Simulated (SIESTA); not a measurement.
# Energy of AlN along an even scaling of the cell

System: AlN (P6₃mc, 4 atoms in the cell).
Method: Kohn-Sham DFT of a periodic cell, LDA, PseudoDojo 0.4 standard, converted to PSML, no spin polarisation (SIESTA 5.4.2).

The 7 runs differ only in the geometry, by an even scaling of the cell at fixed fractional positions. The structure derives from an entry of the Crystallography Open Database.

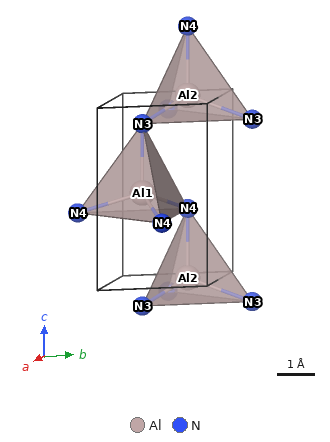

Figure 1. The structure of run 4 (polyhedral view of the cell of the calculation, seen slightly off an axis; polyhedra are completed across the faces of the cell; atoms are numbered from 1 in the order of the input). An atom can appear more than once, as a periodic image.

## Input of run 4
```
SystemName                      AlN
SystemLabel                     AlN
NumberOfSpecies                 2
NumberOfAtoms                   4
%block ChemicalSpeciesLabel
  1  13 Al
  2   7 N
%endblock ChemicalSpeciesLabel

LatticeConstant                 1.0 Ang
%block LatticeVectors
     3.1130000000     0.0000000000     0.0000000000
    -1.5565000000     2.6959370820     0.0000000000
     0.0000000000     0.0000000000     4.9810000000
%endblock LatticeVectors
AtomicCoordinatesFormat         Fractional
%block AtomicCoordinatesAndAtomicSpecies
     0.6666666667     0.3333333333     0.5000000000  1  Al
     0.3333333333     0.6666666667     0.0000000000  1  Al
     0.6666666667     0.3333333333     0.8800000000  2  N
     0.3333333333     0.6666666667     0.3800000000  2  N
%endblock AtomicCoordinatesAndAtomicSpecies

%block kgrid.MonkhorstPack
   10   0   0  0.0
    0  10   0  0.0
    0   0   6  0.0
%endblock kgrid.MonkhorstPack
XC.Functional                   LDA
XC.Authors                      PW92
PAO.BasisSize                   DZP
PAO.EnergyShift                 0.003 Ry
Mesh.Cutoff                     800 Ry
OccupationFunction              FD
ElectronicTemperature           0.05 eV
MaxSCFIterations                120
SCF.MustConverge                false
SCF.Mixer.Method                Pulay
SCF.Mixer.Weight                0.25
SCF.Mixer.History               8
SCF.DM.Tolerance                5.0e-05
SCF.H.Tolerance                 1.0e-03 eV
WriteForces                     true
Charge.Mulliken                 end
```

Command:
```bash
siesta < AlN.fdf > AlN.out 2>&1
```

Run 5 differs from it as follows:
```diff
-     3.1130000000     0.0000000000     0.0000000000
-    -1.5565000000     2.6959370820     0.0000000000
-     0.0000000000     0.0000000000     4.9810000000
+     3.1336164949     0.0000000000     0.0000000000
+    -1.5668082474     2.7137914903     0.0000000000
+     0.0000000000     0.0000000000     5.0139877163
```

## Results, with one run withheld

| run | volume per atom (Å³) | free energy per atom, from the lowest run given (meV) | pressure (GPa) | gap on the mesh (eV) |
| --- | --- | --- | --- | --- |
| 1 | 9.824 | 12.66 | 9.71 | 5.01 |
| 2 | 10.033 | 3.27 | 4.80 | 4.81 |
| 3 | 10.242 | 0.00 | 0.30 | 4.61 |
| 4 | 10.451 | 2.32 | −3.76 | 4.42 |
| 5 | 10.660 | ? | ? | ? |
| 6 | 10.869 | 21.65 | −10.81 | 4.05 |
| 7 | 11.078 | 37.75 | −13.80 | 3.87 |

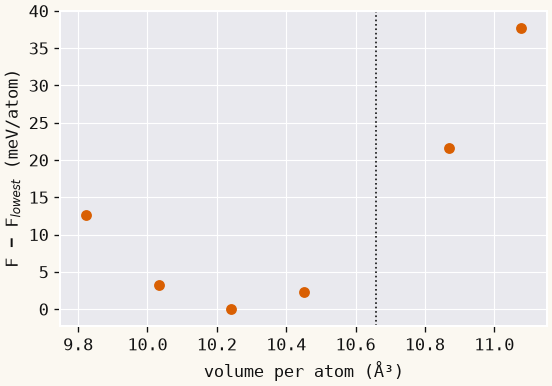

Figure 2. Free energy per atom of the runs given; the dotted line marks run 5.

What should run 5 give?

A cubic polynomial in V^(−2/3) (the Birch–Murnaghan form), fitted to the 6 runs given, misses them by at most 0.01 meV per atom. With x = V^(−2/3) − 0.20987 Å⁻², it reads F = 1.2902 − 1317.2 x + 3.3472e+05 x² − 1.4648e+05 x³ (meV per atom). At run 5 it gives 9.69 meV per atom, and the run itself gives 9.69. The slope of the fit gives a pressure −dF/dV of −7.46 GPa there, and the run prints −7.45 GPa. The fit has its minimum at 10.256 Å³ per atom, where V d²F/dV² gives 208 GPa. Cell shape and fractional positions are held, so this is the stiffness under even scaling; the relaxed bulk modulus wasn't computed. The gap on the mesh goes, without turning, from 5.01 eV in run 1 to 3.87 eV in run 7; run 5 has 4.23 eV. These are gaps of this functional on this mesh, which can miss the band edges; they aren't the measured gap.

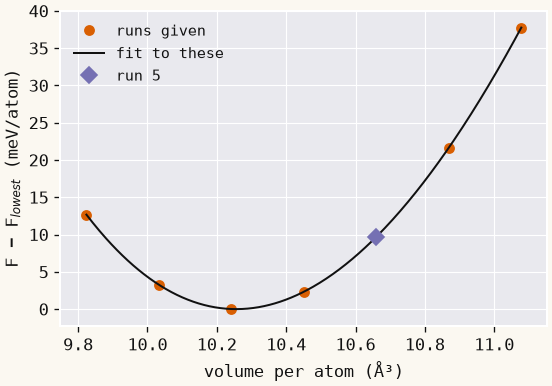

Figure 3. The fit and the withheld run.

## Some lines of the output (run 5)
```
[...]
outcell: Cell volume (Ang**3)        :     42.6389
stepf: Fermi-Dirac step function
siesta: Etot    =      -692.098832
siesta: FreeEng =      -692.098832
        iscf     Eharris(eV)        E_KS(eV)     FreeEng(eV)     dDmax    Ef(eV) dHmax(eV)
siesta: E_KS(eV) =             -698.2494
siesta: E_KS - E_eggbox =      -698.2494
siesta: Etot    =      -698.249446
siesta: FreeEng =      -698.249446
siesta:         Fermi =      -6.291700
siesta: Cell volume =         42.638860 Ang**3
    Orbital volume contribution        =           4.439668 eV
```

Notes: Points of doubt noted for this run: mulliken charges of long orbitals. With a small basis of atomic orbitals these values can differ much from converged plane-wave results.
